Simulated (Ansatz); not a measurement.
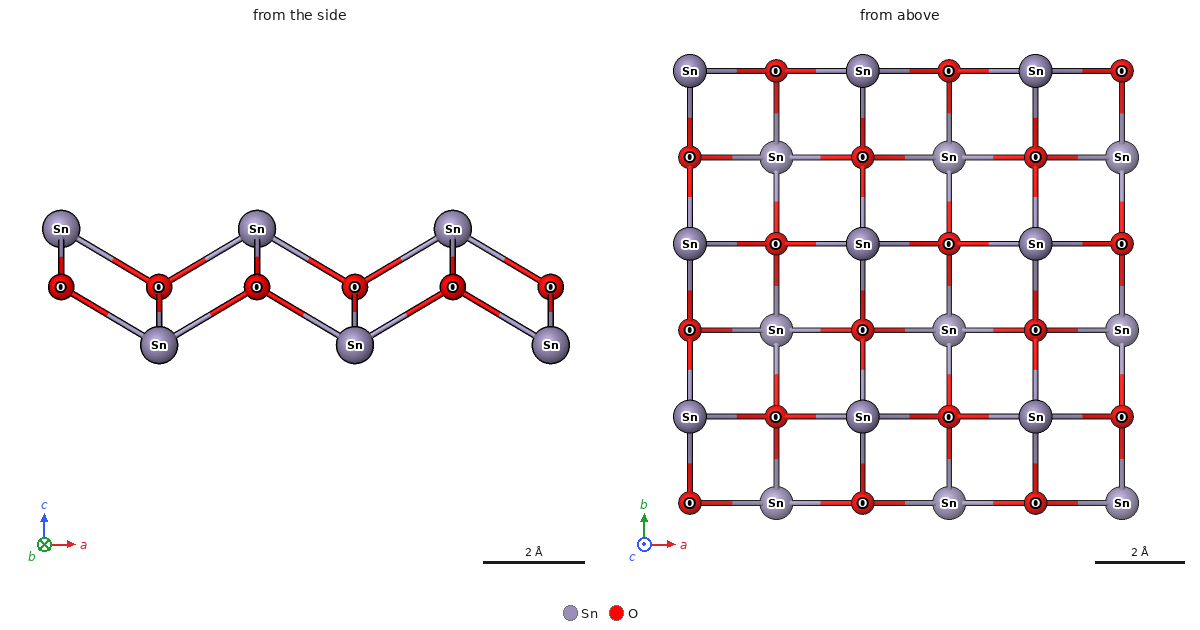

A ball-and-stick picture of a periodic sheet, seen from the side and from above. The surface normal points up in side views; the vacuum is left out. 3×3 cells are drawn in the plane, with atoms at the edges repeated.

The cell holds 2 Sn, 2 O.

Q: Which species face the vacuum on either side?

A: The top face ends in Sn, the bottom face in Sn. The two faces are alike.

Q: Give the thickness from the bottom atom to the top atom.

A: About 2.3 Å from the lowest to the highest atom.

Q: Count the planes and say what each contains, starting at the top.

A: Three planes: Sn / O / Sn.

Q: Describe the bonded network.

A: About every Sn there are four O at about 2.3 Å. Each O atom is coordinated by four Sn in a distorted tetrahedral arrangement at about 2.3 Å. The bonds build SnO layers parallel to the surface.

Its origin is a structure listed in the Materials Project, from which a slab or single sheet was cut. The cell was then strained or its atoms displaced on purpose. The atoms were relaxed in a fixed cell with Ansatz, DFT PBE+D3(BJ), scalar-relativistic, plane waves, PAW.
